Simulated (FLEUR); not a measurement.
# free Co(0001) film, 3 layers: from one collinear state to anisotropy

One state of free Co(0001) film, 3 layers is converged without symmetry. Force theorems then give its anisotropy.

Calculated with FLEUR MaX-R8.1; PBE; all-electron FLAPW film, Dirac cores, scalar-relativistic bands.

### 1. Starting point

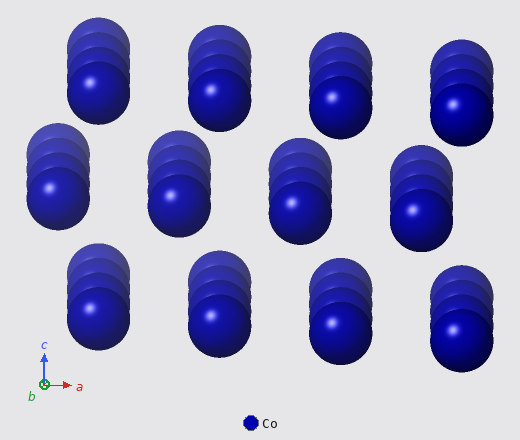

The starting structure, seen nearly edge on (cobalt blue). 4×4×1 cells are drawn.

The cell holds 3 atoms: 3 Co. Its edges and angles: a = 2.507 Å, b = 2.507 Å, c = 18.070 Å, α = 90.0°, β = 90.0°, γ = 120.0°. Layers at typed spacings, unrelaxed. Vacuum lies along c.

As a file:

```
Co
1.0
     2.50700    0.00000    0.00000
    -1.25350    2.17113    0.00000
     0.00000    0.00000   18.07000
Co
3
Direct
  0.66667 0.33333 0.38738
  0.33333 0.66667 0.50000
  0.66667 0.33333 0.61262
```

### 2. The magnetic state

The force theorems are single passes in this state's potential, so it has to be converged first.

No symmetry is used, so that later steps may turn the spins freely; k and −k are joined. FLEUR takes the sheet as a true film: the images along c are dropped, heights are typed in bohr, and the vacuum on both sides is semi-infinite. inpgen writes inp.xml from crystal.txt; cutoffs, mixing, functional, smearing and local orbitals are then set in the file. The k list scf (kpts.xml, not shown) is a Γ-centred 14×14×1 mesh; where the ranks do not divide the number of points, some are split in two of half the weight.

Contents of inp.xml:

```
<?xml version="1.0" encoding="UTF-8" standalone="no"?>
<fleurInput fleurInputVersion="0.39">
   <comment>
      Co
   </comment>
   <calculationSetup>
      <cutoffs Kmax="3.66" Gmax="11.0" GmaxXC="11.0" numbands="0"/>
      <scfLoop itmax="150" minDistance="0.00002" maxIterBroyd="15" imix="Anderson" alpha="0.03" precondParam="0.0" spinf="2.0" sdNocoIR="T"/>
      <coreElectrons ctail="F" frcor="F" kcrel="0" coretail_lmax="0"/>
      <xcFunctional name="pbe" relativisticCorrections="F"/>
      <magnetism jspins="2" l_noco="F" l_ss="F">
         <qss>0.0 0.0 0.0</qss>
         <mtNocoParams l_mperp="F" l_mtNocoPot="F" l_relaxSQA="F" mag_mixing_scheme="0" mix_RelaxWeightOffD="1.0" l_constrained="F" mix_constr="1.0"/>
         <sourceFreeMag l_sourceFree="F" l_scaleMag="F" mag_scale="1.0"/>
      </magnetism>
      <soc l_soc="F" theta="0.0" phi="0.0" spav="F"/>
      <expertModes spex="0" secvar="F"/>
      <geometryOptimization l_f="F" forcealpha="1.0" forcemix="BFGS" epsdisp="0.00001" epsforce="0.00001"/>
      <ldaU l_linMix="F" mixParam="0.05" spinf="1.0"/>
   </calculationSetup>
   <cell>
      <bzIntegration valenceElectrons="51.0" mode="hist" fermiSmearingEnergy="0.00183747">
         <kPointListSelection listName="scf"/>
         <xi:include xmlns:xi="http://www.w3.org/2001/XInclude" href="kpts.xml"> </xi:include>
      </bzIntegration>
      <xi:include xmlns:xi="http://www.w3.org/2001/XInclude" href="sym.xml"> </xi:include>
      <filmLattice scale="1.0" dVac="12.97" dTilda="15.47">
         <bravaisMatrixFilm>
            <row-1>    4.7375437355433538    -0.0000000791795246</row-1>
            <row-2>   -2.3687717992124133     4.1028332661104852</row-2>
         </bravaisMatrixFilm>
         <vacuumEnergyParameters vacuum="1" spinUp="-.25" spinDown="-.25"/>
         <vacuumEnergyParameters vacuum="2" spinUp="-.25" spinDown="-.25"/>
      </filmLattice>
   </cell>
   <atomSpecies>
      <species name="Cobalt (Co2.000" element="Co" atomicNumber="27">
         <mtSphere radius="2.24" gridPoints="741" logIncrement="0.016"/>
         <atomicCutoffs lmax="8" lnonsphr="6"/>
         <electronConfig flipSpins="F">
            <coreConfig>(1s1/2) (2s1/2) (2p1/2) (2p3/2)</coreConfig>
            <valenceConfig>(3s1/2) (3p1/2) (3p3/2) (4s1/2) (3d3/2) (3d5/2)</valenceConfig>
            <stateOccupation state="(3d3/2)" spinUp="1.5" spinDown="1.3"/>
            <stateOccupation state="(3d5/2)" spinUp="3.0" spinDown="1.2"/>
         </electronConfig>
         <energyParameters s="4" p="4" d="3" f="4"/>
         <lo type="SCLO" l="0" n="3" eDeriv="0"/>
         <lo type="SCLO" l="1" n="3" eDeriv="0"/>
      </species>
   </atomSpecies>
   <atomGroups>
      <atomGroup species="Cobalt (Co2.000">
         <filmPos label="                   1">-1.000/3.000 1.000/3.000 -3.8456063830</filmPos>
         <force calculate="T" relaxXYZ="TTT"/>
         <nocoParams  alpha="0.0" beta="0.0"/>
      </atomGroup>
      <atomGroup species="Cobalt (Co2.000">
         <filmPos label="                   2">1.000/3.000 -1.000/3.000 .0000000000</filmPos>
         <force calculate="T" relaxXYZ="TTT"/>
         <nocoParams  alpha="0.0" beta="0.0"/>
      </atomGroup>
      <atomGroup species="Cobalt (Co2.000">
         <filmPos label="                   3">-1.000/3.000 1.000/3.000 3.8456063830</filmPos>
         <force calculate="T" relaxXYZ="TTT"/>
         <nocoParams  alpha="0.0" beta="0.0"/>
      </atomGroup>
   </atomGroups>
   <output dos="F" band="F" slice="F">
      <bandDOS minEnergy="-.5*Htr" maxEnergy="0.5*Htr" sigma="0.015" storeEVData="T"/>
      <plotting iplot="0" polar="F">
         <plot TwoD="T" vec1="  1.0  0.0  0.0" vec2="  0.0  1.0  0.0" vec3="  0.0  0.0  1.0" zero="  0.0  0.0 -0.5" file="plot"/>
      </plotting>
      <moessbauerParams electricFieldGradient="F" isomerShift="F" coreHyperfine="F" valenceHyperfine="F"/>
   </output>
</fleurInput>
```

Contents of crystal.txt:

```
Co
&input film=T cartesian=F /
2.50700018054  -0.00000004190  0.00000000000
-1.25350005399  2.17112586459  0.00000000000
0.00000000000  0.00000000000  1.00000000000
1.8897261246
1.0 1.0 1.0

3
27 0.66666666667  0.33333333333  -3.84560638303 : 2.000
27 0.33333333333  0.66666666667  0.00000000000 : 2.000
27 0.66666666667  0.33333333333  3.84560638303 : 2.000

&kpt div1=14 div2=14 div3=1 gamma=T /
```

On the command line:

```
$ OMP_NUM_THREADS=1 inpgen -f crystal.txt -nosym -noco > inpgen.log  # inp.xml is then edited as shown
$ OMP_NUM_THREADS=1 mpirun -n 4 fleur_MPI > fleur.log
```

The program printed:

```text
Welcome to FLEUR        (www.flapw.de)
      MaX-Release 8.1          (www.max-centre.eu)

 ========== k-point set info ==========
 Selected k-point list: scf
 k-point list type: mesh
 0 x 0 x 0
 Number of k points: 100

 ------------Calculation Setup---------------------------
 Number of MPI-tasks      :            4
 Number of PE/node        :            4
 Number of OMP-threads    :            1
 k-points in parallel     :            4
 pe's per k-point         :            1
 No of k-point loops      :           25
 Eigenvalue solver        :       lapack
 Number of basis functions:          273
 Approximate size of matrices (H+S) per k-point:         0.002 GB
 --------------------------------------------------------
 Iteration:     1   Distance:      31.93400415 me/bohr^3
 Iteration:     2   Distance:      12.32459940 me/bohr^3
 Iteration:     3   Distance:      13.37991083 me/bohr^3
 Iteration:     4   Distance:       6.53426958 me/bohr^3
 Iteration:     5   Distance:       6.23753567 me/bohr^3
 Iteration:     6   Distance:       3.80191217 me/bohr^3
 Iteration:     7   Distance:       3.00622909 me/bohr^3
 Iteration:     8   Distance:       2.15813182 me/bohr^3
 Iteration:     9   Distance:       1.67793479 me/bohr^3
 Iteration:    10   Distance:       1.47352522 me/bohr^3
[... 17 iterations left out ...]
 Iteration:    28   Distance:       0.00029990 me/bohr^3
 Iteration:    29   Distance:       0.00025110 me/bohr^3
 Iteration:    30   Distance:       0.00023389 me/bohr^3
 Iteration:    31   Distance:       0.00023256 me/bohr^3
 Iteration:    32   Distance:       0.00021849 me/bohr^3
 Iteration:    33   Distance:       0.00013163 me/bohr^3
 Iteration:    34   Distance:       0.00007719 me/bohr^3
 Iteration:    35   Distance:       0.00005743 me/bohr^3
 Iteration:    36   Distance:       0.00002735 me/bohr^3
 Iteration:    37   Distance:       0.00000889 me/bohr^3

 ********************************************************************
 Run finished successfully
 Stop message:
   all done
 ********************************************************************

--- out.xml (last complete iteration) ---
<iteration numberForCurrentRun="   37" overallNumber="   37">
         [... left out ...]
         <bandgap value="0.0000008772" units="eV"/>
         <sumValenceSingleParticleEnergies value="-71.1787498339" units="Htr"/>
         <FermiEnergy value="-0.1848315974" units="Htr"/>
         <valenceDensity>
            <mtCharges spin="1">
               <mtCharge atomType="1" total="8.8022877" s="1.1947418" p="3.1268684" d="4.4690536" f="0.0088328"/>
               <mtCharge atomType="2" total="8.8320522" s="1.1903844" p="3.1638358" d="4.4617677" f="0.0122839"/>
               <mtCharge atomType="3" total="8.8022877" s="1.1947418" p="3.1268684" d="4.4690536" f="0.0088328"/>
            </mtCharges>
            <mtCharges spin="2">
               <mtCharge atomType="1" total="6.9672888" s="1.1970700" p="3.1582120" d="2.6010481" f="0.0085541"/>
               <mtCharge atomType="2" total="7.0515624" s="1.1995930" p="3.2024264" d="2.6340605" f="0.0120864"/>
               <mtCharge atomType="3" total="6.9672888" s="1.1970700" p="3.1582120" d="2.6010480" f="0.0085541"/>
            </mtCharges>
            <spinDependentCharge spin="1" total="28.1251207" interstitial="1.5871806" mtSpheres="26.4366276" vacuum1="0.0506563" vacuum2="0.0506563"/>
            <spinDependentCharge spin="2" total="22.8748795" interstitial="1.7786414" mtSpheres="20.9861400" vacuum1="0.0550491" vacuum2="0.0550491"/>
            <totalCharge value="51.0000002362"/>
         </valenceDensity>
         [... left out ...]
         <allElectronCharges>
            <spinDependentCharge spin="1" total="43.1251207" interstitial="1.5871806" mtSpheres="41.4366276" vacuum1="0.0506563" vacuum2="0.0506563"/>
            <spinDependentCharge spin="2" total="37.8748795" interstitial="1.7786414" mtSpheres="35.9861400" vacuum1="0.0550491" vacuum2="0.0550491"/>
            <totalCharge value="81.0000002372"/>
         </allElectronCharges>
         <magneticMomentsInMTSpheres units="muBohr">
            <globalMagMoment atomType="1" vec="0.00000   0.00000   1.83500"/>
            <localMagMoment atomType="1" vec="0.00000   0.00000   1.83500"/>
            <globalMagMoment atomType="2" vec="0.00000   0.00000   1.78049"/>
            <localMagMoment atomType="2" vec="0.00000   0.00000   1.78049"/>
            <globalMagMoment atomType="3" vec="0.00000   0.00000   1.83500"/>
            <localMagMoment atomType="3" vec="0.00000   0.00000   1.83500"/>
         </magneticMomentsInMTSpheres>
         <moessbauerParams unitsHFF="kG" unitsIS="e/bohr^3" unitsEFG="Htr/bohr^2">
         </moessbauerParams>
         <totalEnergy value="    -4180.3713556559" units="Htr">
            <sumOfEigenvalues value="    -2449.9190106387">
               <coreElectrons value="-2378.7402608047"/>
               <valenceElectrons value="-71.1787498339"/>
            </sumOfEigenvalues>
            <densityCoulombPotentialIntegral value="-6459.5754110526"/>
            <densityEffectivePotentialIntegral value="-6692.0254293316"/>
            <chargeDenXCDenIntegral value="-179.0113156942"/>
            <FockExchangeEnergyValence value="0.0000000000"/>
            <FockExchangeEnergyCore value="0.0000000000"/>
            <atomTypeDependentContributions atomType="1">
               <electronNucleiInteractionDifferentMTs value="1666.6068723634"/>
               <MadelungTerm value="-4.6368319860"/>
            </atomTypeDependentContributions>
            <atomTypeDependentContributions atomType="2">
               <electronNucleiInteractionDifferentMTs value="1667.3809306527"/>
               <MadelungTerm value="-3.8104138072"/>
            </atomTypeDependentContributions>
            <atomTypeDependentContributions atomType="3">
               <electronNucleiInteractionDifferentMTs value="1666.6068722688"/>
               <MadelungTerm value="-4.6368320502"/>
            </atomTypeDependentContributions>
            <tkbTimesEntropy value="0.0012173154"/>
            <freeEnergy value="-4180.3725729713"/>
            <extrapolationTo0K value="-4180.3719643136"/>
         </totalEnergy>
         <densityConvergence units="me/bohr^3">
            <chargeDensity spin="1" distance="0.0000063188"/>
            <chargeDensity spin="2" distance="0.0000057993"/>
            <overallChargeDensity distance="0.0000082528"/>
            <spinDensity distance="0.0000088887"/>
         </densityConvergence>
      </iteration>
```

It took 2.8 min on 4 MPI ranks of Arm Neoverse V1, shared host; peak memory 0.71 GiB.

Spin moment in the muffin-tin sphere by atom:

| atom | spin moment in the muffin-tin sphere (μB) |
| --- | --- |
| Co1 | 1.83 |
| Co2 | 1.78 |
| Co3 | 1.83 |

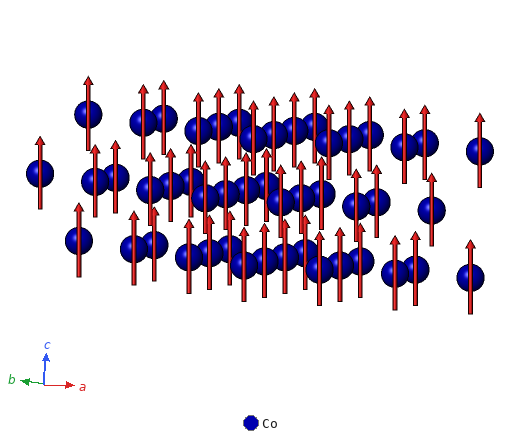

Spin moment in the muffin-tin sphere as arrows, the longest 1.83 μB. Up and down stand for the sign. Arrows give size and sign along the axis of quantisation, drawn up and down the page. 4×4×1 cells are drawn.

Read from the output:

- free energy: -113753.7327 eV
- program's band gap on this mesh (in a metal only a level spacing): 8.77e-7 eV
- magnetization: 5.250 μB
- final state: ferromagnetic

After 37 cycles the largest moment stands at 1.83 μB.

### 3. Energy against the direction of the moments, rung 1

Anisotropy is a small difference, so it is taken from sums over occupied states at a frozen potential, where most errors cancel.

One pass with spin–orbit coupling for each direction, from the saved density. The k list mae (kpts.xml, not shown) is a Γ-centred 23×23×1 mesh.

inp.xml, as its differences from that of step 2:

```diff
@@ -6,4 +6,4 @@
    <calculationSetup>
-      <cutoffs Kmax="3.66" Gmax="11.0" GmaxXC="11.0" numbands="0"/>
-      <scfLoop itmax="150" minDistance="0.00002" maxIterBroyd="15" imix="Anderson" alpha="0.03" precondParam="0.0" spinf="2.0" sdNocoIR="T"/>
+      <cutoffs Kmax="3.66" Gmax="11.0" GmaxXC="11.0" numbands="99"/>
+      <scfLoop itmax="1" minDistance="0.00002" maxIterBroyd="15" imix="Anderson" alpha="0.03" precondParam="0.0" spinf="2.0" sdNocoIR="T"/>
       <coreElectrons ctail="F" frcor="F" kcrel="0" coretail_lmax="0"/>
@@ -15,3 +15,3 @@
       </magnetism>
-      <soc l_soc="F" theta="0.0" phi="0.0" spav="F"/>
+      <soc l_soc="T" theta="0.0" phi="0.0" spav="F"/>
       <expertModes spex="0" secvar="F"/>
@@ -22,3 +22,3 @@
       <bzIntegration valenceElectrons="51.0" mode="hist" fermiSmearingEnergy="0.00183747">
-         <kPointListSelection listName="scf"/>
+         <kPointListSelection listName="mae"/>
          <xi:include xmlns:xi="http://www.w3.org/2001/XInclude" href="kpts.xml"> </xi:include>
@@ -74,2 +74,5 @@
    </output>
+   <forceTheorem>
+      <MAE theta="0.0 1.5707963 1.5707963" phi="0.0 0.0 1.5707963"/>
+   </forceTheorem>
 </fleurInput>
```

On the command line:

```
$ OMP_NUM_THREADS=1 mpirun -n 4 fleur_MPI -warn_only > fleur.log
```

The program printed:

```text
[banner, memory and clock lines left out]
Welcome to FLEUR        (www.flapw.de)
      MaX-Release 8.1          (www.max-centre.eu)

 ========== k-point set info ==========
 Selected k-point list: mae
 k-point list type: mesh
 0 x 0 x 0
 Number of k points: 532

 [... set-up left out ...]
 ********************************************************************
 Run finished successfully
 Stop message:
   Forcetheorem MAE
 ********************************************************************

--- out.xml (force theorem) ---
<Forcetheorem_MAE Angles="3" units="Htr">
            <Angle theta="0.0000000" phi="0.0000000" ev-sum="-71.181125710"/>
            <Angle theta="1.5707963" phi="0.0000000" ev-sum="-71.181108796"/>
            <Angle theta="1.5707963" phi="1.5707963" ev-sum="-71.181108795"/>
         </Forcetheorem_MAE>
```

Elapsed: 90 s, on 4 MPI ranks; peak memory 1.2 GiB; 6 min of CPU time.

Anisotropy energies, by row:

| axis | x | y | z | band energy less the first axis' (meV a cell) |
| --- | --- | --- | --- | --- |
| z | 0 | 0 | 1 | 0 |
| x | 1 | 0 | 0 | 0.4603 |
| y | 0 | 1 | 0 | 0.4603 |

Shape anisotropy is not in these numbers.

### 4. Anisotropy by the force theorem, rung 2

A second rung shows how far the first can be trusted.

The k list mae (kpts.xml, not shown) is a Γ-centred 35×35×1 mesh.

inp.xml is that of step 3.

The program printed:

```text
[banner, memory and clock lines left out]
Welcome to FLEUR        (www.flapw.de)
      MaX-Release 8.1          (www.max-centre.eu)

 ========== k-point set info ==========
 Selected k-point list: mae
 k-point list type: mesh
 0 x 0 x 0
 Number of k points: 1228

 [... set-up left out ...]
 ********************************************************************
 Run finished successfully
 Stop message:
   Forcetheorem MAE
 ********************************************************************

--- out.xml (force theorem) ---
<Forcetheorem_MAE Angles="3" units="Htr">
            <Angle theta="0.0000000" phi="0.0000000" ev-sum="-71.181256026"/>
            <Angle theta="1.5707963" phi="0.0000000" ev-sum="-71.181230569"/>
            <Angle theta="1.5707963" phi="1.5707963" ev-sum="-71.181230599"/>
         </Forcetheorem_MAE>
```

Elapsed: 3.4 min, on 4 MPI ranks; peak memory 2.4 GiB.

Anisotropy energies, by row:

| axis | x | y | z | band energy less the first axis' (meV a cell) |
| --- | --- | --- | --- | --- |
| z | 0 | 0 | 1 | 0 |
| x | 1 | 0 | 0 | 0.6927 |
| y | 0 | 1 | 0 | 0.6919 |

[end of part 1 of 2]

[Logs and program files are shortened in this print: banners, set-up blocks, solver, clock and traceback lines can be left out without a mark of their own.]

[Logs are printed without paths, hosts, clocks, repeated set-up lines and the standing remarks that a program may print on its own settings, such as how far it seeks lower states.]

[Hosts, paths, dates, database ids (printed as entryN), source tags and the programs' standing remarks are cut or masked in the printed files.]

[Where a cell is said to come from a database of computed structures, the database is the Materials Project.]
